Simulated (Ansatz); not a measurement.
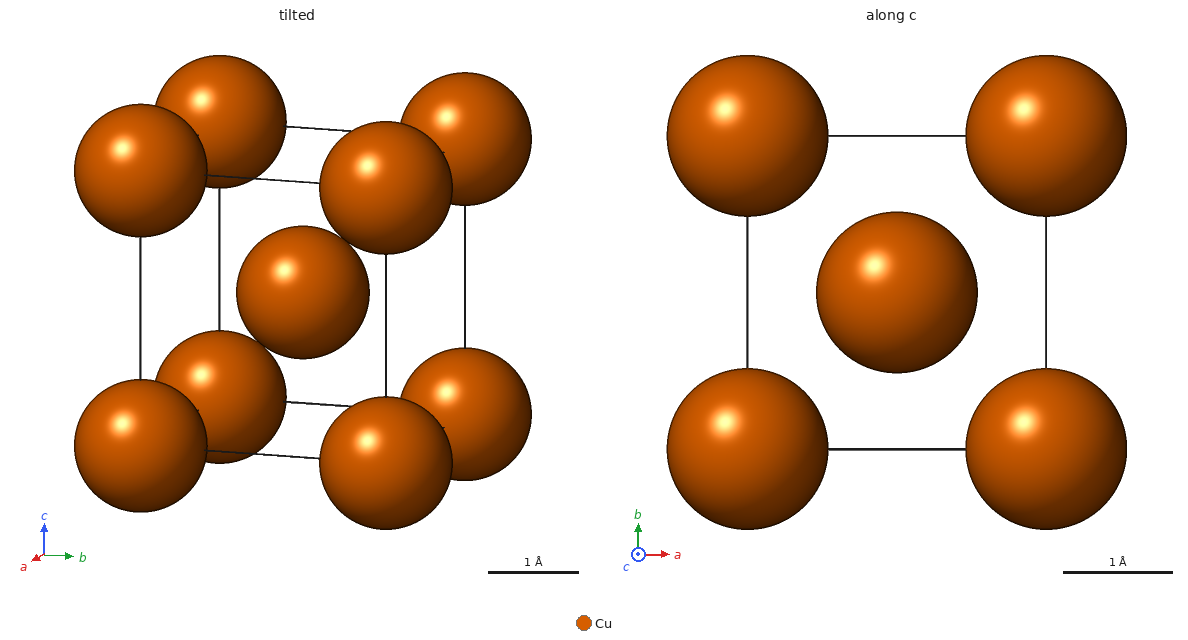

The image is a spheres-only drawing of a crystal, viewed slightly off an axis and along the c axis. Thin lines show the conventional unit cell, with boundary atoms drawn in all their periodic places.

Cu, space group Immm (No. 71), a = 2.75 Å, b = 2.89 Å, c = 3.14 Å, α = 90.00°, β = 90.00°, γ = 90.00°.

Run with Ansatz 0.2.0, DFT PBEsol, scalar-relativistic, plane waves, PAW and these settings: 420 eV cutoff, k-points about 0.13 Å⁻¹ apart, Gaussian smearing of 0.15 eV, no spin polarisation.

What does the calculation say: metal or gapped?

A metal: bands cross the Fermi level.

What is the pressure at this volume?

The computed pressure is -12.1 GPa (stretched: it would shrink). The stress isn't hydrostatic: its largest component is 13.1 GPa.

Origin of the cell: a structure listed in the Materials Project. The cell was then strained or its atoms displaced on purpose. An electronic-structure calculation with Ansatz was run on it.

At this level of theory the run's own cell isn't at rest (stretched, at -12 GPa), so its distances can differ from those at equilibrium, the more so the softer the solid.
